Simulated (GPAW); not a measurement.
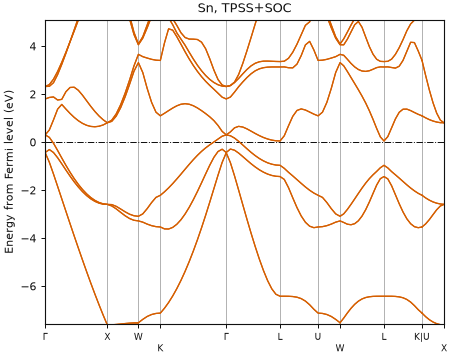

Band structure. Energies are counted from the Fermi level.

What lattice type does the k path imply?

A face-centred cubic lattice: the path Γ–X–W–K–Γ–L–U–W–L–K|U–X runs through the special points of its Brillouin zone.

Input of the run:

run.py:
```python
import numpy as np
from ase.dft.bandgap import bandgap
from ase.io import read, write
from ase.units import GPa
from gpaw import GPAW, PW
from gpaw.spinorbit import soc_eigenstates

atoms = read('Sn.xyz')

calc = GPAW(mode=PW(600),
            xc='MGGA_X_TPSS+MGGA_C_TPSS',
            kpts={'size': (6, 6, 6), 'gamma': True},
            occupations={'name': 'fermi-dirac', 'width': 0.05},
            nbands=24,
            convergence={'density': 1e-05, 'energy': 1e-05},
            eigensolver='davidson',
            maxiter=150,
            txt='gpaw.txt')
atoms.calc = calc
energy = atoms.get_potential_energy()
forces = atoms.get_forces()
stress = atoms.get_stress()
calc.write('gs.gpw')
write('result.traj', atoms)
print(f'Energy: {energy:.6f} eV')
print('Forces (eV/A):')
print(forces.round(4))
print('Stress (GPa):', (stress / GPa).round(3))
print('Fermi level:', round(calc.get_fermi_level(), 4), 'eV')
print(f'Gap: {bandgap(calc)[0]:.4f} eV, direct: {bandgap(calc, direct=True)[0]:.4f} eV')

path = atoms.cell.bandpath('GXWKGLUWLK,UX', npoints=100, eps=1e-4)
bs_calc = calc.fixed_density(kpts=path, symmetry='off', nbands=38,
                             convergence={'bands': 'CBM+6.0', 'eigenstates': 1e-6}, txt='bands.txt')
bs = bs_calc.band_structure()
bs.write('bs.json')
print(f'Gap on the path: {bandgap(bs_calc)[0]:.4f} eV')

soc = soc_eigenstates(bs_calc, theta=90, phi=45, ignore_xc_potential=True)
np.savetxt('soc_bands.dat', soc.eigenvalues(), fmt='%.4f')
mesh = soc_eigenstates('gs.gpw', theta=90, phi=45, ignore_xc_potential=True)
np.savetxt('soc_mesh.dat', mesh.eigenvalues(), fmt='%.4f')
print('Fermi level with spin-orbit coupling:', round(mesh.fermi_level, 4), 'eV')
```

Sn.xyz:
```
2
Lattice="0.0000000000 3.2333428000 3.2333428000 3.2333428000 0.0000000000 3.2333428000 3.2333428000 3.2333428000 0.0000000000" Properties=species:S:1:pos:R:3 pbc="T T T"
Sn     4.8500142000      4.8500142000      4.8500142000
Sn     3.2333428000      3.2333428000      3.2333428000
```

System: diamond-type Sn, space group Fd-3m, 2 atoms in the primitive cell.

Level of theory: TPSS, GPAW PAW data sets (gpaw-data 1.2.1), spin-orbit coupling, no magnetisation, 6×6×6 k mesh, 600 eV cutoff, Fermi-Dirac smearing of 0.05 eV; code GPAW 26.7.0.

Metal, semiconductor or insulator?

A metal: 2 spinor bands cross the Fermi level along this path (the two partners of a degenerate pair count as two).

Which levels at W lie nearest to the Fermi level?

At W the nearest levels lie 3.09 eV below and 3.31 eV above the Fermi level.

Spin-orbit coupling was added after a scalar SCF, so levels and gaps hold it while energy, forces, pressure and moments don't. This program's spin-orbit splittings come out too wide for heavy elements. The PAW data sets were made with another functional. The k mesh is thin for a metal, so its Fermi level is uncertain. This isn't the form of Sn at room conditions, which is tetragonal (white tin). Bands are joined in order of energy, so crossings between the computed points show as kinks or gaps.
